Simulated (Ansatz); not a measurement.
# Ni: geometry relaxation (part 2 of 2)

Continued. System: Ni (slab, 4 atoms in the cell). Method: DFT, PBE, all-electron LAPW, scalar-relativistic, spin-polarised (Ansatz 0.2.0); 19×19×1 k-mesh, Fermi–Dirac smearing of 0.05 eV, collinear spins. It belongs to a series of runs on one base structure; here: atoms relaxed, LAPW.

Geometry of the input (Å; fractional positions):
```
2.4880  0.0000  0.0000
-1.2440  2.1547  0.0000
0.0000  0.0000  22.0944
Ni 0.0000  0.0000  0.3635
Ni 0.3333  0.6667  0.4542
Ni 0.6667  0.3333  0.5458
Ni 0.0000  0.0000  0.6365
```

## Output, continued
```
SCF iter   1: F=—  HF=-165530.172049 eV  |F-HF|=—  |Δ(HF+E_count)|=         —  Δρ=2.45e-6 (↑1.14e-6 ↓2.45e-6)  dr2=1.08e-7  dr2_m=2.66e-9  M=2.659 μB ∫|m|=3.091 μB  β_m=1.00  ethr=1.50e-10  p=0.000 e·Å  D=2.93e-6 V/Å  ΔV_dip=-0.00 eV  dr2_dipole=2.24e-8  V_vac-E_F(+/−)=5.06/5.06 eV  ⟨swp⟩=2.0  Hψ=14849  notcnv=0
efield: sawtooth ramp at fractional position 0.9500 (handed on by an earlier solve), width 0.1000; the density the first Hamiltonian is built on has a dipole p = 0.000 e·Å; the dipole correction subtracts the counter field D = 2.92e-6 V/Å, which shifts the + side's vacuum level by -0.00 eV against the − side's; the planar-averaged density in the ramp window peaks in size at 2.5e-7 e/Å³
preconditioner: auto → LDOS  [metal: Δε(μ)=0.011 eV  Ē_g=7.725 eV  σ=0.050 eV  W_gap=0.06  n_scr=12 (ndim 8)  ℏωp=21.6 eV  f_vac=0.588  D(μ)=6.55/eV (n_scr^D=76)]
spin=Collinear: LDOS preconditioning applied to the charge; magnetization (m = ρ↑ − ρ↓) channel mixes plain (no charge-response kernel on spin).
iter 2 solved again at ethr=3.94e-12 eV; its pass at ethr=1.50e-10 eV (dr2=2.84e-9 eV) is discarded
SCF iter   2: F=—  HF=-165530.172049 eV  |F-HF|=—  |Δ(HF+E_count)|=   1.68e-8  Δρ=9.30e-7 (↑9.05e-7 ↓9.30e-7)  dr2=2.82e-9  dr2_m=6.89e-10  M=2.659 μB ∫|m|=3.091 μB  β_m=0.37  ethr=3.94e-12  p=0.000 e·Å  D=4.53e-7 V/Å  ΔV_dip=-0.00 eV  dr2_dipole=1.85e-10  V_vac-E_F(+/−)=5.06/5.06 eV  ⟨swp⟩=2.0  Hψ=17858  notcnv=0
density mixer auto → msr1: a metal under ldos (density of states about μ 3.49 of a free-electron gas's, 16 screened modes)
SCF iter   3: F=-165530.172049 eV  HF=-165530.172049 eV  |F-HF|=8.80e-8  |Δ(HF+E_count)|=   8.09e-9  Δρ=1.28e-6 (↑6.09e-7 ↓1.28e-6)  dr2=5.91e-8  dr2_m=4.85e-10  M=2.659 μB ∫|m|=3.091 μB  ethr=3.92e-12  p=0.000 e·Å  D=2.26e-7 V/Å  ΔV_dip=-0.00 eV  dr2_dipole=2.36e-8  V_vac-E_F(+/−)=5.06/5.06 eV  ⟨swp⟩=2.6  Hψ=10449  notcnv=0
SCF 2 converged in 3 iterations: F = -165530.172049 eV  dr2 = 5.91e-8
relax step   2: F+E_penalty+E_count = -165530.17204864 eV  Δ(F+E_penalty+E_count) = -1.461e-8 eV  max|allowed force component| = 2.914e-3 eV/Å  Δτ_max = 0.0000 Å  (3 SCF iters, accepted)
```

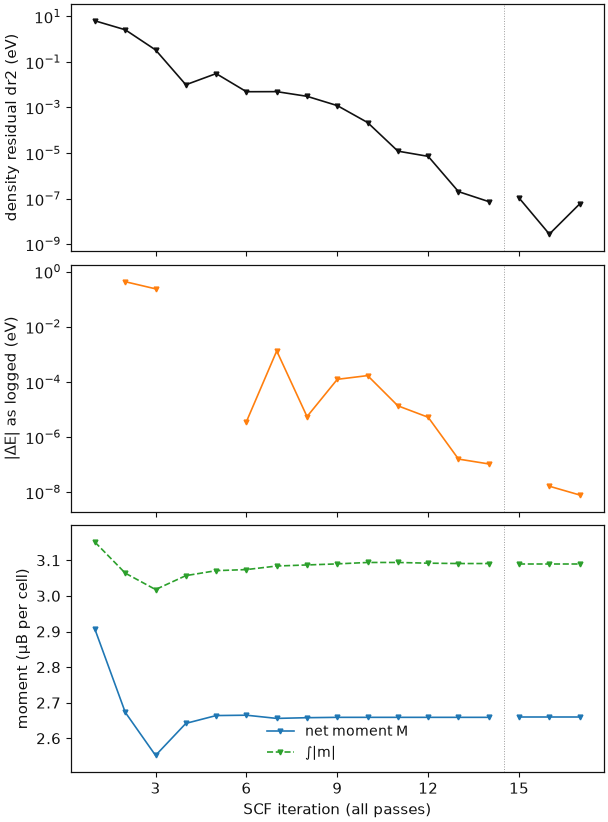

*Convergence of the self-consistent field: density residual dr2, size of the energy change and magnetic moment against the SCF iteration. The dotted lines part the SCF passes of the relaxation: geometry steps, rejected trials and re-solves on a re-selected basis.*

The passes take 14 and 3 iterations. The net moment goes from 2.9 to 2.7 μB per cell.

```
SCF converged after 3 iterations
Magnetization: 2.6588 μB (37.3294 up, 34.6706 down)
Absolute magnetization: 3.0911 μB (∫|ρ↑−ρ↓|)
Spin contamination: 0.0424 ħ² per cell (⟨S²⟩ above its minimum at these occupations)
Per-site moments (μB) at R_I (Å): [(0.6931870144256997, 1.1962496603033896), (0.7117911298115303, 1.1962496603033896), (0.7117663839026935, 1.1962496603033896), (0.6931455913831037, 1.1962496603033896)]
Free energy (F): -165530.172049 eV
Harris-Foulkes:  -165530.172049 eV  (|F-HF|=8.80e-8)
Internal energy: -165530.116595 eV  (E = F + TS)
E sigma→0 (E₀):  -165530.144322 eV
Entropy (-TS):   -0.055453 eV (-13.863 meV/atom)
Fermi energy:    3.590713 eV
Dipole field:    D = 0.000000 V/Å  (p = 0.000000 e·Å, saw-weighted, corrected)
Work function:   Φ+ = 5.0587 eV   Φ− = 5.0587 eV
Levels:          The Fermi level and band energies are counted from a zero that moves with the ramp; work functions are not
--- Per-component energies (eV) ---
  E_band       = -2178.479263
  E_kinetic    = 168178.244031
  E_xc         = -6921.531418
  E_efield     = 0.000000  (sawtooth field / dipole correction)
  E_electrostatic = -326786.829208  (all electrons and nuclei)
  E_smearing   = -0.055453  (= −TS)
  E_closure    = 0.000000  (closes the sum)
  E_atoms      = -165503.023614  (free atoms, spherical and without spin; not in F)
  Σ components = -165530.172049   (vs F -165530.172049, Δ=0.00e0)
  Basis errors (estimates in eV, not in F): energy 3.2e-4 per atom: plane waves 3.0e-4 (1.7e-4 summed), levels above the bands 9.4e-78, relativity 3.8e-8, radial functions 2.6e-5, core shells 1.6e-9; eigenvalues (radial functions only) 2.5e-7; not estimated: angular momenta, meshes, grids; target (lapw.basis_error) 1.0e-3; muffin-tin radii Ni 1.196 Å
--- Forces (eV/Å), atoms counted from 1 ---
  atom   1  Ni    -0.00000000     0.00000000    -0.00253782
  atom   2  Ni    -0.00000000     0.00000000     0.00280195
  atom   3  Ni     0.00000000    -0.00000000    -0.00286238
  atom   4  Ni     0.00000000    -0.00000000     0.00215051
  max |Σ_I F_I| component: 4.48e-4 eV/Å
--- Stress (GPa, compression-positive) ---
       -1.990676       0.000000       0.000000
        0.000000      -1.990676      -0.000000
        0.000000      -0.000000       0.013246
  P = ⅓ Tr σ = -1.3227 GPa (-13.227 kbar)
--- Band table (eV; the first three rows and the last of 80) ---
  k-point 0 ↑: bands = ["-100.1601", "-100.1427", "-99.8346", "-99.8346", "-60.6233", "-60.5133", "-60.4339", "-60.4339", "-60.4175", "-60.4175", "-60.1932", "-60.1932", "-60.1931", "-60.1931", "-60.0826", "-60.0808", "-5.0960", "-3.7229", "-2.0427", "-1.3648", "0.9877", "1.0710", "1.1510", "1.1510", "1.1702", "1.1702", "1.3806", "1.4377", "1.4377", "1.4733", "1.4733", "2.2711", "2.2711", "2.4094", "2.4094", "2.8037", "2.8037", "2.9104", "2.9549", "2.9549", "3.8404", "8.3827", "8.3874", "9.5599", "10.2764", "12.2288"]
  k-point 1 ↑: bands = ["-100.1594", "-100.1422", "-99.8340", "-99.8340", "-60.6221", "-60.5138", "-60.4380", "-60.4352", "-60.4220", "-60.4184", "-60.1976", "-60.1976", "-60.1943", "-60.1942", "-60.0821", "-60.0804", "-5.0010", "-3.6324", "-1.9590", "-1.2960", "0.9441", "0.9775", "1.1362", "1.1784", "1.2105", "1.2141", "1.3295", "1.4087", "1.4732", "1.4970", "1.5095", "2.2362", "2.2422", "2.4212", "2.4312", "2.5260", "2.7109", "2.8026", "2.9564", "3.3022", "4.2019", "8.4681", "8.4742", "9.6504", "10.3481", "12.3140"]
  k-point 2 ↑: bands = ["-100.1574", "-100.1408", "-99.8323", "-99.8323", "-60.6185", "-60.5153", "-60.4496", "-60.4389", "-60.4350", "-60.4212", "-60.2104", "-60.2102", "-60.1974", "-60.1974", "-60.0806", "-60.0792", "-4.7196", "-3.3666", "-1.7171", "-1.0992", "0.7872", "0.8491", "1.0369", "1.2429", "1.2531", "1.2975", "1.3282", "1.3367", "1.4887", "1.5737", "1.6152", "2.1538", "2.1835", "2.1881", "2.3688", "2.4356", "2.6760", "2.8001", "2.9605", "3.8000", "4.8928", "8.7086", "8.7488", "9.9217", "10.5641", "12.5526"]
  k-point 39 ↓: bands = ["-99.2179", "-99.2167", "-98.9377", "-98.9376", "-59.6972", "-59.6923", "-59.6808", "-59.6513", "-59.6226", "-59.6176", "-59.4484", "-59.4475", "-59.4312", "-59.4302", "-59.2501", "-59.2498", "0.3318", "0.4143", "0.4309", "0.5474", "0.6001", "0.8345", "1.0242", "1.4894", "1.5217", "1.9799", "2.0230", "2.0364", "2.0448", "2.6782", "2.9387", "2.9456", "3.5105", "3.6584", "3.6640", "3.7255", "7.8614", "8.6020", "9.1938", "9.6385", "9.8425", "10.8834", "11.2064", "11.9395", "13.0498", "13.2433"]
--- Relaxed structure (2 steps of the walk, 2 accepted, 0 SCFs on fresh bases) ---
  F+E_penalty+E_count = -165530.17204864 eV   max|allowed force component| = 2.914e-3 eV/Å
  atoms:
    - { symbol: Ni, position: [0.0, 0.0, 0.3634997658] }
    - { symbol: Ni, position: [0.33333333333333337, 0.6666666666666669, 0.4542488213] }
    - { symbol: Ni, position: [0.6666666666666667, 0.3333333333333333, 0.5457515064] }
    - { symbol: Ni, position: [0.0, 0.0, 0.6364999059000002] }
```

## Trajectory as extended XYZ (Å, eV, eV/Å), 2 frames, from step=1 to step=2
```
4
Lattice="2.4880 0.0000 0.0000 -1.2440 2.1547 0.0000 0.0000 0.0000 22.0944" Properties=species:S:1:pos:R:3:forces:R:3 step=1 energy=-165530.17205
Ni    0.0000    0.0000    8.0313    0.0000   0.0000  -0.0025
Ni    0.0000    1.4365   10.0364    0.0000   0.0000   0.0029
Ni    1.2440    0.7182   12.0581    0.0000   0.0000  -0.0029
Ni    0.0000    0.0000   14.0631    0.0000   0.0000   0.0021
4
Lattice="2.4880 0.0000 0.0000 -1.2440 2.1547 0.0000 0.0000 0.0000 22.0944" Properties=species:S:1:pos:R:3:forces:R:3 step=2 energy=-165530.17205
Ni    0.0000    0.0000    8.0313    0.0000   0.0000  -0.0025
Ni    0.0000    1.4365   10.0364    0.0000   0.0000   0.0028
Ni    1.2440    0.7182   12.0581    0.0000   0.0000  -0.0029
Ni    0.0000    0.0000   14.0631    0.0000   0.0000   0.0022
```

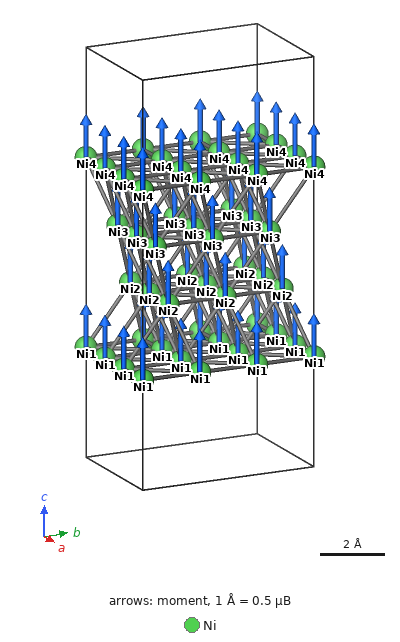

*Magnetic moments of the sites as blue arrows (ball-and-stick view of the 3 × 3 repeat of the cell, with the vacuum cut short, seen slightly off an axis; atoms are numbered from 1 in the order of the input); small moments hardly show. The run is collinear, so the axis drawn is arbitrary.*

Site moments: Ni2, Ni3 (0.71 μB); Ni1, Ni4 (0.69 μB). They are counted near the atoms and needn't add up to the moment of the cell.
